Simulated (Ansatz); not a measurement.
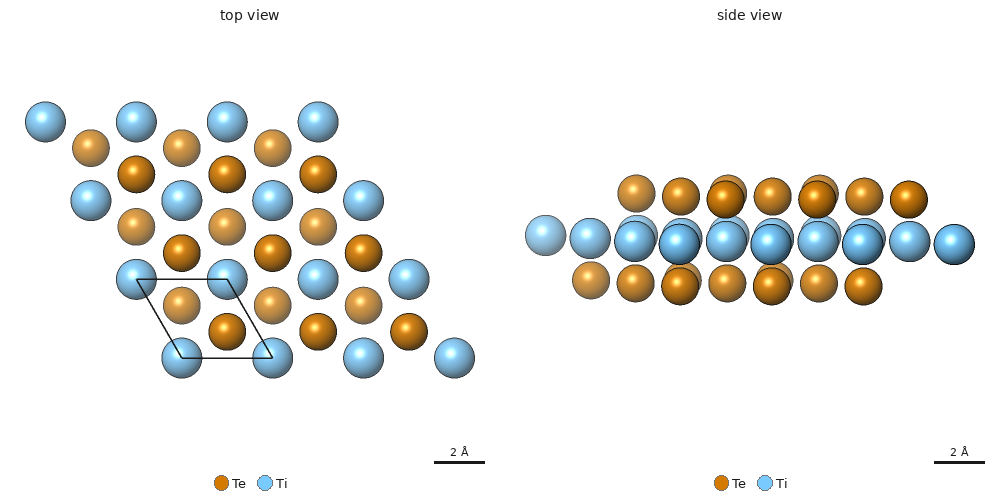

Monolayer TiTe2, seen from above and from the side.

The calculation used DFT PBE+D3(BJ), scalar-relativistic, plane waves, PAW (Ansatz). Cutoff 420 eV, 27 × 27 k-points, Gaussian smearing 0.05 eV, dipole correction. No spin polarisation. Spin–orbit coupling is left out; with Te it can shift levels and gaps. The run warns that the functional's potential is rough in the thin density of the vacuum, where the tip is; weak contrasts and barriers may feel it.

Images follow the Tersoff–Hamann model: the current is the local density of the sample's states between the Fermi level and the bias, at the tip's centre. Bias windows are sharp sums over the levels of the k mesh.

Input

```yaml
crystal:
  lattice:
    - [3.6802053319, -2.8e-09, 0.0]
    - [-1.8401026635, 3.18715131, 0.0]
    - [0.0, 0.0, 20.5266924182]
  atoms:
    - { symbol: Te, position: [0.3333333333, 0.6666666667, 0.414094966] }
    - { symbol: Ti, position: [0.0, 0.0, 0.5000000033] }
    - { symbol: Te, position: [0.6666666667, 0.3333333333, 0.585905034] }
basis:
  ecutwfc: 420.0
  fft_grid_basis: typed
kpoints:
  mp_grid: { grid: [27, 27, 1] }
hamiltonian:
  xc: pbe
  dispersion: d3bj
  pseudopotentials: { kind: paw }
scf:
  occupations: { method: gaussian, width: 0.05 }
output:
  forces: true
  eigenvalues: true
  band_densities:
    - { e_range: [-2.0, -1.0] }
    - { e_range: [-1.0, -0.5] }
    - { e_range: [-0.5, -0.25] }
    - { e_range: [-0.25, 0.0] }
    - { e_range: [0.0, 0.25] }
    - { e_range: [0.25, 0.5] }
    - { e_range: [0.5, 1.0] }
    - { e_range: [1.0, 1.5] }
  band_residual_tolerance: 1.0e-05
  write_potential: true
  elf: true
  write_density: true
  volumetric_format: npy
efield:
  axis: 3
  dipole_correction: true
  ramp_width: 0.04
checkpoint:
  read: start.run
  write: ck
  compress: false
  write_wavefunctions: false
  write_every: 100000
```

Launched as:

```sh
ansatz run input.yaml --threads 1 --pin off --max-ram 2211MiB --backend cpu --events-out ev --progress --plain --runs-dir out
```

Cost without the relaxation before it: 80 s on 1 thread of Arm Neoverse V2, on a shared host, peak memory 0.7 GiB.

### What does a constant-current image at a set point of 3.2 × 10⁻⁶ e/Å³ show at −0.50 V?

The brightest spots lie over the top Te atoms; the darkest points are over the sites above the Ti atoms 1.8 Å below the top plane. The corrugation is 74 pm at a mean tip height of 3.5 Å.

### What does a constant-current image at a set point of 4.6 × 10⁻⁶ e/Å³ show at +1.00 V?

The brightest spots lie over the top Te atoms; the darkest points are over the sites above the Ti atoms 1.8 Å below the top plane. The corrugation is 17 pm at a mean tip height of 4.5 Å.

The computed images, with the atoms seen from above drawn over one corner (deeper ones smaller):

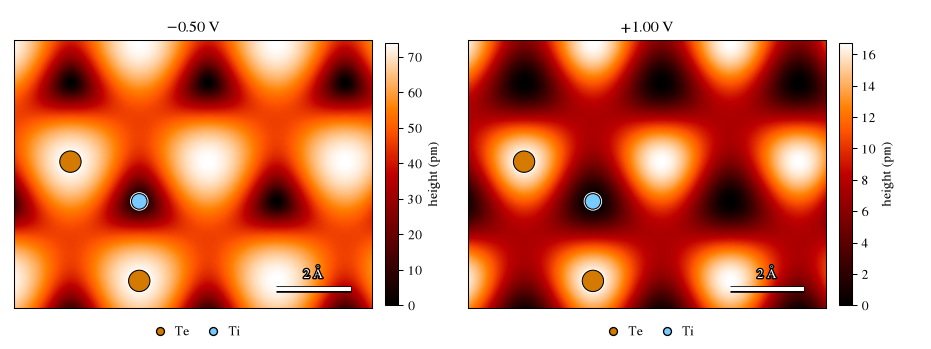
